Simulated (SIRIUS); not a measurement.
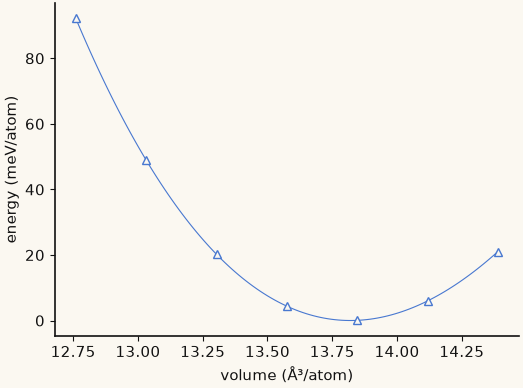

The picture above shows the energy against volume.

Calculation (SIRIUS 7.12.0): plane-wave DFT, no spin polarisation; energies at scaled volumes of the given cell, shape and fractions fixed, counted from the fit's minimum, third-order Birch-Murnaghan fit. Level: PBE.

Q: For which of these solids was it computed?
A. Ru, P6_3/mmc (No. 194)
B. Nb, Im-3m (No. 229)
C. HfN, Fm-3m (No. 225)

A: A, Ru: energy from 0.05 meV/atom to 92.17 meV/atom, V0 13.82 Å³/atom, B0 311 GPa. The others give: HfN, energy from 0.06 meV/atom to 73.28 meV/atom, V0 11.74 Å³/atom, B0 265 GPa; Nb, energy from 0.12 meV/atom to 52.19 meV/atom, V0 18.12 Å³/atom, B0 171 GPa.

For Ru, limits of the calculation: coarse k mesh; shape and atomic fractions are frozen while scaling, which makes layered, chain and framework solids too stiff.
